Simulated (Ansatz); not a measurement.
# Sn₄O₇ (slab): what the fields show

Input

```
crystal:
  lattice:
    - [3.2120684225, 0.0, 0.0]
    - [0.0, 6.7443405568, 0.0]
    - [0.0, 0.0, 25.1165108352]
  atoms:
    - { symbol: Sn, position: [0.0, 0.5, 0.2986083556] }
    - { symbol: Sn, position: [0.5, 0.0, 0.2986083556] }
    - { symbol: O, position: [0.5, 0.306276504, 0.2986083556] }
    - { symbol: O, position: [0.5, 0.693723496, 0.2986083556] }
    - { symbol: O, position: [0.0, 0.0, 0.3506274135] }
    - { symbol: O, position: [0.0, 0.5, 0.380850394] }
    - { symbol: Sn, position: [0.0, 0.0, 0.4328694519] }
    - { symbol: Sn, position: [0.5, 0.5, 0.4328694519] }
    - { symbol: O, position: [0.5, 0.806276504, 0.4328694519] }
    - { symbol: O, position: [0.5, 0.193723496, 0.4328694519] }
    - { symbol: O, position: [0.0, 0.5, 0.4848885098] }
    - { symbol: O, position: [0.0, 0.0, 0.5151114902] }
    - { symbol: Sn, position: [0.0, 0.5, 0.5671305481] }
    - { symbol: Sn, position: [0.5, 0.0, 0.5671305481] }
    - { symbol: O, position: [0.5, 0.306276504, 0.5671305481] }
    - { symbol: O, position: [0.5, 0.693723496, 0.5671305481] }
    - { symbol: O, position: [0.0, 0.0, 0.619149606] }
    - { symbol: O, position: [0.0, 0.5, 0.6493725865] }
    - { symbol: Sn, position: [0.0, 0.0, 0.7013916444] }
    - { symbol: Sn, position: [0.5, 0.5, 0.7013916444] }
    - { symbol: O, position: [0.5, 0.806276504, 0.7013916444] }
    - { symbol: O, position: [0.5, 0.193723496, 0.7013916444] }
basis:
  ecutwfc: 420
kpoints:
  mp_grid: { grid: [8, 4, 1] }
hamiltonian:
  xc: pbesol
scf:
  occupations: { method: gaussian, width: 0.05 }
output:
  forces: true
  stress: true
  eigenvalues: true
  write_density: true
  write_potential: true
  elf: true
  volumetric_format: npy
efield:
  axis: 3
  dipole_correction: true
  ramp_width: 0.04
```

Command:

```sh
ansatz run input.yaml --threads 2 --pin off --max-ram 5120MiB --backend cpu --events-out ev --progress --plain --runs-dir out
```

Not relaxed (largest force 1.7 eV/Å).

All numbers below come from Ansatz, DFT PBEsol, scalar-relativistic, plane waves, PAW.

In a PAW calculation such maps are meaningful between the atoms, not at the nuclei.

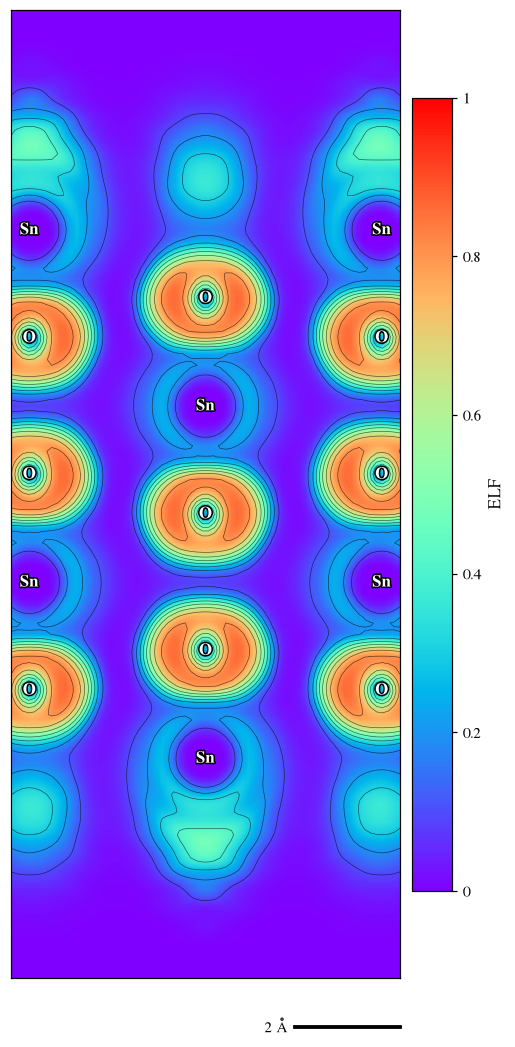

Figure 1. ELF on the (100) plane of the calculation cell, a cut from vacuum to vacuum.

> What does the map show?

- The section cuts through Sn and O sites.
- Sn–O (2.07 Å): the ELF peaks at about 0.80 in the valence shell of O, 0.6 Å from its nucleus, and is about 0.25 at the midpoint; no localised pair shows between them.
- The ELF also peaks beside O, away from the bonds: lone-pair regions.

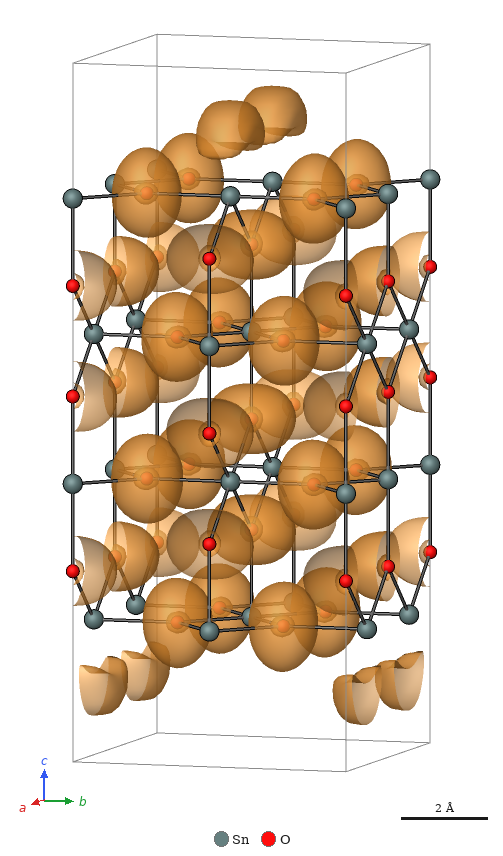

Figure 2. Isosurface of the ELF at 0.6 (orange), seen slightly off an axis. Core shells and regions of very low density are left out. Sticks mark near contacts.

> Describe the localisation domains.

The surface consists of two lobes on Sn, pointing away from the bonds (lone pairs) and 14 regions wrapped around O (the valence shell of each), counted in one cell of 22 atoms. Counts are for one cell; the picture repeats the cell along the surface.

> Does the calculation give a band gap?

It is metallic or semimetallic at this level of theory: no gap opens.
